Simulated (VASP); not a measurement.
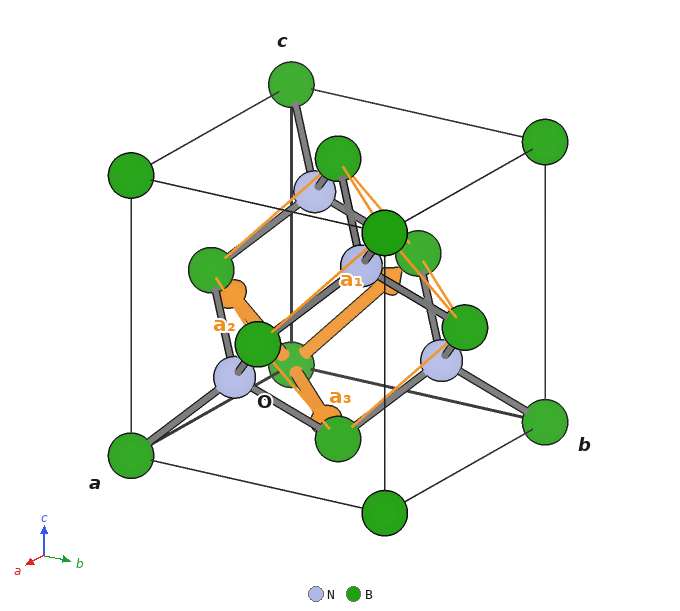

For BN, coordinates from a relaxation with VASP Kohn-Sham DFT of a periodic cell, PBE, VASP PAW PBE potentials, materialsproject (VASP): the conventional cell (thin) and a primitive cell (coloured, vectors a₁, a₂, a₃). Geometry calculated from the standardised cell; symmetry tolerance 0.002 Å.

a = 3.625 Å, b = 3.625 Å, c = 3.625 Å, α = 90.00°, β = 90.00°, γ = 90.00°.

Question: What is the centring, and how are the primitive vectors built?

Answer: F, face-centred cubic, with lattice points at (0, 0, 0), (1/2, 1/2, 0), (1/2, 0, 1/2), (0, 1/2, 1/2). a₁ = 1/2 b + 1/2 c; a₂ = 1/2 a + 1/2 c; a₃ = 1/2 a + 1/2 b.

Question: Give the primitive cell's size and content.

Answer: Edges 2.563, 2.563, 2.563 Å; angles 60.00°, 60.00°, 60.00°; volume 11.90 Å³, 1/4 of the conventional cell; 2 of its 8 atoms.
